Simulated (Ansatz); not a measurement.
**Li$_{3}$S$_{2}$: geometry relaxation**

Li$_{3}$S$_{2}$ (5 atoms in the cell), computed with DFT PBE, scalar-relativistic, plane waves, PAW, no spin polarisation (Ansatz 0.2.0).

The structure was built on a prototype by a generator; it need not be a known phase. It belongs to a series of runs on one base structure; here: anti-A-type sesquioxide type (P-3m1, No. 164). Figures and captions count atoms from 1; the log counts them from 0 in places.

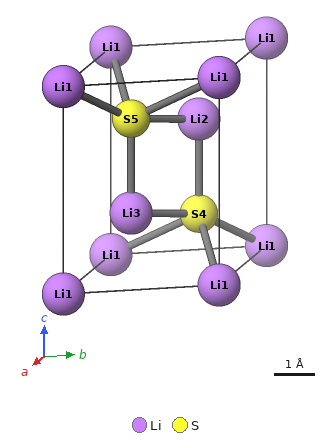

**Figure 1.** The starting structure (ball-and-stick view of the cell of the calculation, seen slightly off an axis; atoms are numbered from 1 in the order of the input).

**Key numbers**

- outcome: converged
- space group (tolerance 0.01 Å): P-3m1 (164)
- electrons treated: 21
- free energy: −2423.1707 eV
- Fermi energy: 2.730 eV
- gap on the k-point mesh: none (metallic)
- pressure: 0.00 GPa
- final volume: 79.43 Å³
- largest force (length of the vector) at the end: 0.003 eV/Å
- final cell: a = 4.084 Å, b = 4.084 Å, c = 5.500 Å, α = 90.00°, β = 90.00°, γ = 120.00°
- hardware: 1 thread of Intel Xeon (Granite Rapids), 192 GiB of memory available, shared host
- wall time: 14 s
- peak memory: 0.49 GiB

**Remarks**

The cell holds an odd number of electrons but the run has no spin polarisation, so it comes out as a metal.

**Input**
```yaml
crystal:
  lattice:
    - [4.0842493912, 0.0, 0.0]
    - [-2.0421246956, 3.5370637282, 0.0]
    - [0.0, 0.0, 5.4955931905]
  atoms:
    - { symbol: Li, position: [0.0, 0.0, 0.0] }
    - { symbol: Li, position: [0.3333333333, 0.6666666667, 0.6876212991] }
    - { symbol: Li, position: [0.6666666667, 0.3333333333, 0.3123787009] }
    - { symbol: S, position: [0.3333333333, 0.6666666667, 0.2321756866] }
    - { symbol: S, position: [0.6666666667, 0.3333333333, 0.7678243134] }
basis:
  ecutwfc: 420
kpoints:
  mp_grid: { grid: [12, 12, 8] }
hamiltonian:
  xc: pbe
scf:
  occupations: { method: gaussian, width: 0.1 }
output:
  forces: true
  stress: true
  eigenvalues: true
relax:
  adjacent_minimum: "off"
  f_tol: 0.01
  max_steps: 80
  cell: { stress_tol: 0.05 }
```

Run as:
```bash
ansatz run input.yaml --threads 1 --pin off --max-ram 2560MiB --backend cpu --events-out ev --progress --plain --runs-dir out
```

**What the program printed**
```
Engine: ansatz 0.2.0, x86_64-unknown-linux-gnu
Pseudopotentials: kind: paw
Pseudopotential: Li, paw, valence charge 3, recommended cutoff 420 eV (normal), Li.paw.azcp
Pseudopotential: S, paw, valence charge 6, recommended cutoff 420 eV (normal), S.paw.azcp
Functional definition: PBE
  parameter kappa = 0.804
  parameter beta = 0.06672455060314922
  exchange = pbe_x(kappa = kappa, mu = beta*pi^2/3)
  correlation = pbe_c(beta = beta)
Crystal: 5 atoms, lattice volume = 79.391 Å³
Basis set: ecut = 420 eV, 1567 PW (Γ), exchange–correlation on 60×60×80 points (8 copies of the dense FFT grid, shifted against one another)
Bands: 16, of which v1, the nominal top of the filled ones, is band 11 counted from 1 (10 counted from 0)
Symmetry: 12 space group operations
Space group: P-3m1 (ITA 164), of the structure as read, at distance tolerance 4.3e-5 Å
k-points: 131 of 1152
Non-local potential: Li, projectors of the file, l = 0: 3, l = 1: 2, l = 2: 1
Non-local potential: S, projectors of the file, l = 0: 2, l = 1: 2, l = 2: 2
PAW form: soft (Blöchl's): semilocal exchange-correlation on the pseudo side does not see the compensation charge
PAW one-centre angular grid: Li, 110 points (default); XC on 64 Gauss nodes
PAW one-centre angular grid: S, 110 points (default); XC on 64 Gauss nodes
Initial density: superposition of atomic densities (neutral atoms: chi_scale 0, normalization atom), corrected by the library's trained network
Initial wavefunctions: pseudopotential atomic-orbital guess
Functional: x = pbe(κ = 0.804, μ = 0.2195149727645171), c = pbe(β = 0.06672455060314922)
SCF iter   1: F=—  HF=-2423.173235 eV  |F-HF|=—  |Δ(HF+E_count)|=         —  Δρ=2.00e-3  dr2=6.12e-3  ethr=1.77e-3  ⟨swp⟩=5.3  Hψ=10850  notcnv=0
preconditioner: auto → Kerker (q_TF=auto, 2.186 Å⁻¹)  [metal: Δε(μ)=0.005 eV  Ē_g=10.305 eV  σ=0.100 eV  W_gap=0.03  n_scr=20 (ndim 8)  ℏωp=16.1 eV  f_vac=0.006  D(μ)=3.38/eV (n_scr^D=22)]
SCF iter   2: F=—  HF=-2423.171331 eV  |F-HF|=—  |Δ(HF+E_count)|=   1.90e-3  Δρ=1.21e-3  dr2=2.87e-3  ethr=2.91e-5  ⟨swp⟩=1.7  Hψ=3637  notcnv=0
SCF iter   3: F=—  HF=-2423.170695 eV  |F-HF|=—  |Δ(HF+E_count)|=   6.36e-4  Δρ=5.18e-4  dr2=2.77e-4  ethr=1.37e-5  ⟨swp⟩=2.0  Hψ=2742  notcnv=0
SCF iter   4: F=—  HF=-2423.170666 eV  |F-HF|=—  |Δ(HF+E_count)|=   2.82e-5  Δρ=2.55e-4  dr2=9.49e-5  ethr=1.32e-6  ⟨swp⟩=2.0  Hψ=2757  notcnv=0
SCF iter   5: F=—  HF=-2423.170668 eV  |F-HF|=—  |Δ(HF+E_count)|=   1.94e-6  Δρ=7.65e-5  dr2=7.72e-6  ethr=4.52e-7  ⟨swp⟩=2.0  Hψ=2693  notcnv=0
SCF iter   6: F=—  HF=-2423.170670 eV  |F-HF|=—  |Δ(HF+E_count)|=   2.08e-6  Δρ=1.91e-5  dr2=5.73e-7  ethr=3.68e-8  ⟨swp⟩=2.0  Hψ=2696  notcnv=0
SCF iter   7: F=-2423.170671 eV  HF=-2423.170671 eV  |F-HF|=1.13e-8  |Δ(HF+E_count)|=   7.60e-7  Δρ=6.36e-6  dr2=3.93e-8  ethr=4.76e-10  ⟨swp⟩=7.5  Hψ=10068  notcnv=0
SCF 1 converged in 7 iterations: F = -2423.170671 eV  dr2 = 3.93e-8
  greatest PAW one-centre occupation: 1.000 electrons in one spin orbital (limit 2), on the Li atom at site 2 (counted from 0), in its partial waves of l = 0
relax step   1: F+E_penalty+E_count = -2423.17067121 eV  Δ(F+E_penalty+E_count) = +0.000e0 eV  max|allowed force component| = 4.379e-3 eV/Å  Δτ_max = 0.0000 Å  P = +0.016 GPa  Ω = 79.391 Å³  (7 SCF iters, dr2 threshold 1.00e-7 eV, accepted)
Crystal: 5 atoms, lattice volume = 79.435 Å³
Initial density: handed on by an earlier stage of this run
Initial wavefunctions: those handed on with the density
iter 1 solved again at ethr=6.66e-9 eV; its pass at ethr=3.10e-3 eV (dr2=1.40e-6 eV) is discarded
SCF iter   1: F=—  HF=-2423.170708 eV  |F-HF|=—  |Δ(HF+E_count)|=         —  Δρ=4.73e-5  dr2=2.48e-6  ethr=6.66e-9  ⟨swp⟩=2.9  Hψ=13122  notcnv=0
preconditioner: auto → Kerker (q_TF=auto, 2.186 Å⁻¹)  [metal: Δε(μ)=0.005 eV  Ē_g=10.321 eV  σ=0.100 eV  W_gap=0.03  n_scr=20 (ndim 8)  ℏωp=16.1 eV  f_vac=0.004  D(μ)=3.45/eV (n_scr^D=22)]
SCF iter   2: F=—  HF=-2423.170693 eV  |F-HF|=—  |Δ(HF+E_count)|=   1.56e-5  Δρ=2.70e-5  dr2=9.93e-7  ethr=6.66e-9  ⟨swp⟩=2.0  Hψ=3316  notcnv=0
SCF iter   3: F=—  HF=-2423.170692 eV  |F-HF|=—  |Δ(HF+E_count)|=   1.87e-7  Δρ=6.30e-6  dr2=3.62e-8  ethr=4.73e-9  ⟨swp⟩=2.5  Hψ=2946  notcnv=0
SCF iter   4: F=-2423.170692 eV  HF=-2423.170692 eV  |F-HF|=3.30e-9  |Δ(HF+E_count)|=   1.25e-8  Δρ=2.08e-6  dr2=5.81e-9  ethr=6.82e-11  ⟨swp⟩=4.0  Hψ=6361  notcnv=0
SCF 2 converged in 4 iterations: F = -2423.170692 eV  dr2 = 5.81e-9
relax step   2: F+E_penalty+E_count = -2423.17069239 eV  Δ(F+E_penalty+E_count) = -2.118e-5 eV  max|allowed force component| = 2.891e-3 eV/Å  Δτ_max = 0.0003 Å  P = -0.000 GPa  Ω = 79.435 Å³  energy of the carried Pulay correction = -4.714e-7 eV  (4 SCF iters, dr2 threshold 1.43e-8 eV, accepted)
Initial wavefunctions: pseudopotential atomic-orbital guess (no wavefunctions were taken with the density)
iter 1 solved again at ethr=6.12e-7 eV; its pass at ethr=3.10e-3 eV (dr2=1.29e-4 eV) is discarded
SCF iter   1: F=—  HF=-2423.170708 eV  |F-HF|=—  |Δ(HF+E_count)|=         —  Δρ=3.92e-6  dr2=9.08e-9  ethr=6.12e-7  ⟨swp⟩=3.7  Hψ=16658  notcnv=0
eigensolver tolerance schedule: the retry pair's looser diagonalisation over-reported the residual by 14152.84 of it (diagonalisation noise at an unbounded share of the residual, at the tolerance the schedule requests for it); recorded, not acted on — ethr = c·dr2/N_el stays at c = 1.0e-1
SCF iter   2: F=—  HF=-2423.170693 eV  |F-HF|=—  |Δ(HF+E_count)|=   1.52e-5  Δρ=2.37e-6  dr2=5.82e-9  ethr=4.32e-11  ⟨swp⟩=3.5  Hψ=4529  notcnv=0
SCF iter   3: F=—  HF=-2423.170693 eV  |F-HF|=—  |Δ(HF+E_count)|=   1.51e-9  Δρ=1.76e-6  dr2=3.70e-9  ethr=2.77e-11  ⟨swp⟩=1.0  Hψ=2096  notcnv=0
SCF iter   4: F=—  HF=-2423.170693 eV  |F-HF|=—  |Δ(HF+E_count)|=   2.23e-9  Δρ=9.01e-7  dr2=4.35e-10  ethr=1.76e-11  ⟨swp⟩=2.0  Hψ=3355  notcnv=0
SCF iter   5: F=—  HF=-2423.170693 eV  |F-HF|=—  |Δ(HF+E_count)|=  3.53e-10  Δρ=5.23e-7  dr2=1.64e-10  ethr=2.07e-12  ⟨swp⟩=2.5  Hψ=3407  notcnv=0
SCF iter   6: F=-2423.170693 eV  HF=-2423.170693 eV  |F-HF|=3.59e-11  |Δ(HF+E_count)|=  1.60e-10  Δρ=2.62e-7  dr2=4.63e-11  ethr=1.00e-12  ⟨swp⟩=2.8  Hψ=7042  notcnv=0
SCF 3 converged in 6 iterations: F = -2423.170693 eV  dr2 = 4.63e-11
relax step   3: F+E_penalty+E_count = -2423.17069306 eV  Δ(F+E_penalty+E_count) = -6.778e-7 eV  max|allowed force component| = 2.900e-3 eV/Å  Δτ_max = 0.0000 Å  P = -0.000 GPa  Ω = 79.435 Å³  stress off target by 2.94e-2 GPa  SCF on the basis re-selected at this cell (its energy is not comparable with the rows above)  (6 SCF iters)
```

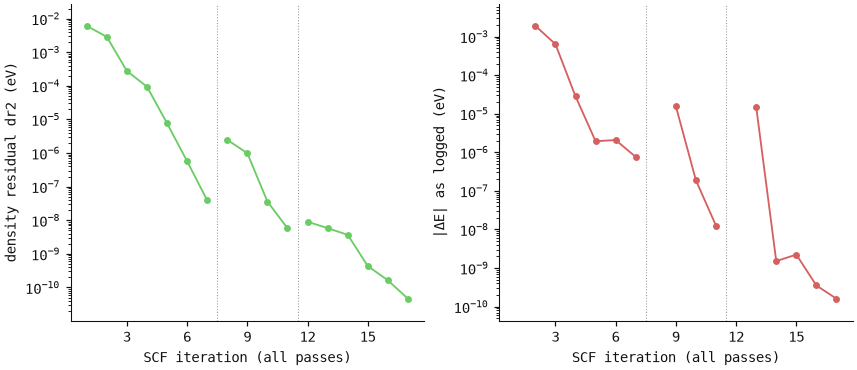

**Figure 2.** Convergence of the self-consistent field: density residual dr2 and size of the energy change against the SCF iteration. The dotted lines part the SCF passes of the relaxation: geometry steps, rejected trials and re-solves on a re-selected basis. The passes take 7, 4 and 6 iterations.

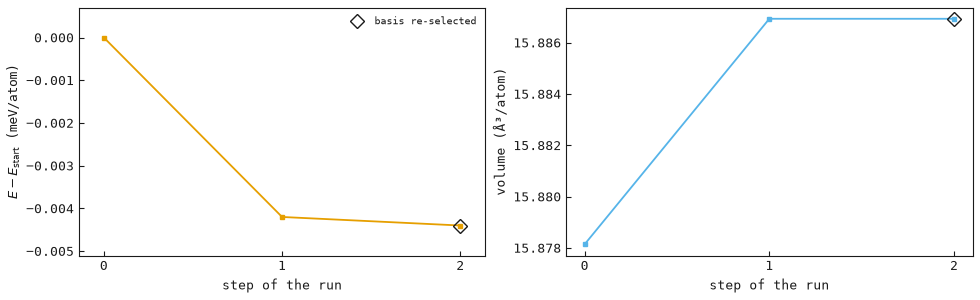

**Figure 3.** Progress of the relaxation, step by step (the first geometry is step 0 here and step 1 in the log). The atoms keep their places relative to the cell (all moves are under 0.005 Å). The energy falls by next to nothing (0.0 meV per atom) in 1 geometry step. The largest force component goes from 0.0044 to 0.0029 eV/Å. Pressure: 0.02 GPa at the start and 0.00 GPa at the end. A last SCF at the same geometry on a re-selected plane-wave basis shifts the energy by next to nothing (0.0 meV per atom).

```
basis re-selected at this cell: Δ(F+E_penalty+E_count) = -6.778e-7 eV, ΔP = +0.000 GPa vs the last step (what re-selecting the basis moved, of the pressure what is left beyond the Pulay correction that the steps carried, after the strain that the cell walked since its last selection, with what the two solves' SCF thresholds leave and, on support functions, any second-order correction that the steps lacked; it is no measure of the basis error at this ecutwfc). This SCF's stress stands 2.94e-2 GPa from its target on what of the cell is left free (relax.cell.stress_tol is 5.00e-2 GPa) and its largest allowed force component is 2.90e-3 eV/Å (relax.f_tol is 1.00e-2 eV/Å): within both
SCF converged after 6 iterations
Free energy (F): -2423.170693 eV
Harris-Foulkes:  -2423.170693 eV  (|F-HF|=3.59e-11)
Internal energy: -2423.153448 eV  (E = F + TS)
E sigma→0 (E₀):  -2423.162071 eV
Entropy (-TS):   -0.017245 eV (-3.449 meV/atom)
Fermi energy:    2.729806 eV
--- Per-component energies (eV) ---
  E_band       = -268.737138
  E_kinetic    = 280.046149
  E_local      = -590.186074  (includes V_loc(G=0)·N_el)
  E_nonlocal   = -42.532436
  E_hartree    = 174.783898
  E_xc         = -227.309356
  E_vxc        = -217.476671  (∫ρ·V_xc dr)
  E_paw        = -1263.753653  (= ΣΔE_a)
  E_vpaw       = -48.156015  (= ΣTr[D̂ρ^β])
  E_aug_tail   = 0.000071  (compensation charges beyond the density's cutoff)
  E_ewald      = -754.202047
  E_smearing   = -0.017245  (= −TS)
  E_closure    = 0.000000  (closes the sum)
  Σ components = -2423.170693   (vs F -2423.170693, Δ=0.00e0)
--- Forces (eV/Å), atoms counted from 1 ---
  atom   1  Li     0.00000000    -0.00000000     0.00000000
  atom   2  Li    -0.00000000    -0.00000000     0.00177579
  atom   3  Li    -0.00000000     0.00000000    -0.00177579
  atom   4  S      0.00000000     0.00000000    -0.00289973
  atom   5  S     -0.00000000    -0.00000000     0.00289973
  max |Σ_I F_I| component: 4.63e-17 eV/Å
--- Stress (GPa, compression-positive) ---
       -0.014961      -0.000000       0.000000
       -0.000000      -0.014961       0.000000
        0.000000       0.000000       0.029376
  P = ⅓ Tr σ = -0.0002 GPa (-0.002 kbar)
--- Band table (eV; the first three rows and the last of 131) ---
  k-point 0: bands = ["-41.9735", "-41.3653", "-41.3571", "-8.8934", "-7.7190", "-0.4605", "1.7534", "1.7534", "2.6035", "2.6035", "3.4060", "7.7635", "7.9645", "8.9229", "8.9229", "10.9546"]
  k-point 1: bands = ["-41.9735", "-41.3653", "-41.3572", "-8.8632", "-7.7718", "-0.3234", "1.7847", "1.7847", "2.5726", "2.5726", "3.2225", "7.8549", "8.0288", "8.8411", "8.8411", "10.7961"]
  k-point 2: bands = ["-41.9735", "-41.3653", "-41.3572", "-8.7770", "-7.9111", "0.0643", "1.8741", "1.8741", "2.4834", "2.4834", "2.7386", "7.8462", "8.4480", "8.6879", "8.6879", "10.4150"]
  k-point 130: bands = ["-41.9728", "-41.3607", "-41.3607", "-8.0843", "-8.0843", "0.0331", "0.0331", "0.4316", "0.5460", "2.9654", "2.9654", "9.1324", "9.1324", "9.9420", "10.8800", "11.6398"]
--- Relaxed structure (2 steps of the walk, 2 accepted, 1 SCFs on fresh bases) ---
  F+E_penalty+E_count = -2423.17069306 eV   max|allowed force component| = 2.900e-3 eV/Å   (the final SCF, on the basis selected at the relaxed cell)
  cell:  # Å, volume = 79.4347 Å³
    - [4.0838103739429235, 1.1713215705447787e-32, 3.4614937154053596e-19]
    - [-2.0419051869714617, 3.536683528073, -1.7307468577026967e-19]
    - [4.657639499744475e-19, 0.0, 5.499817088202453]
  atoms:
    - { symbol: Li, position: [-1.1824649303022438e-34, -5.081996686793423e-35, -1.972857405747789e-21] }
    - { symbol: Li, position: [0.3333333333333333, 0.6666666666666666, 0.6876690186827308] }
    - { symbol: Li, position: [0.6666666666666666, 0.3333333333333333, 0.3123309813172692] }
    - { symbol: S, position: [0.3333333333333333, 0.6666666666666666, 0.2322319183997824] }
    - { symbol: S, position: [0.6666666666666666, 0.3333333333333333, 0.7677680816002176] }
```

**Trajectory as extended XYZ (Å, eV, eV/Å), 3 frames, from step=1 to step=3**
```
5
Lattice="4.0842 0.0000 0.0000 -2.0421 3.5371 0.0000 0.0000 0.0000 5.4956" Properties=species:S:1:pos:R:3:forces:R:3 step=1 energy=-2423.17067 pressure_GPa=0.02
Li    0.0000    0.0000    0.0000    0.0000   0.0000   0.0000
Li    0.0000    2.3580    3.7789    0.0000   0.0000   0.0044
Li    2.0421    1.1790    1.7167    0.0000   0.0000  -0.0044
S     0.0000    2.3580    1.2759    0.0000   0.0000  -0.0021
S     2.0421    1.1790    4.2196    0.0000   0.0000   0.0021
5
Lattice="4.0838 0.0000 0.0000 -2.0419 3.5367 0.0000 0.0000 0.0000 5.4998" Properties=species:S:1:pos:R:3:forces:R:3 step=2 energy=-2423.17069 pressure_GPa=-0.00
Li    0.0000    0.0000    0.0000    0.0000   0.0000   0.0000
Li    0.0000    2.3578    3.7821    0.0000   0.0000   0.0018
Li    2.0419    1.1789    1.7178    0.0000   0.0000  -0.0018
S     0.0000    2.3578    1.2772    0.0000   0.0000  -0.0029
S     2.0419    1.1789    4.2226    0.0000   0.0000   0.0029
5
Lattice="4.0838 0.0000 0.0000 -2.0419 3.5367 0.0000 0.0000 0.0000 5.4998" Properties=species:S:1:pos:R:3:forces:R:3 step=3 energy=-2423.17069 pressure_GPa=-0.00
Li    0.0000    0.0000    0.0000    0.0000   0.0000   0.0000
Li    0.0000    2.3578    3.7821    0.0000   0.0000   0.0018
Li    2.0419    1.1789    1.7178    0.0000   0.0000  -0.0018
S     0.0000    2.3578    1.2772    0.0000   0.0000  -0.0029
S     2.0419    1.1789    4.2226    0.0000   0.0000   0.0029
```

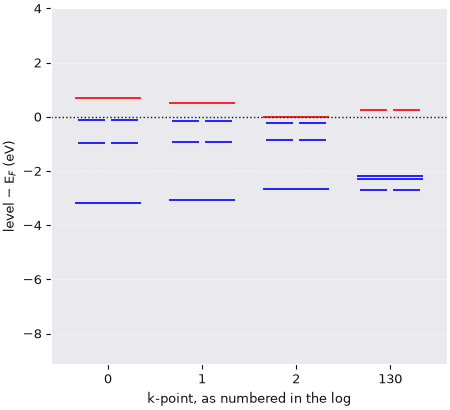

**Figure 4.** Kohn–Sham levels near the Fermi level (dotted) at the few k-points that the log prints; levels within 0.02 eV of each other stand side by side. The system is metallic on the full mesh.
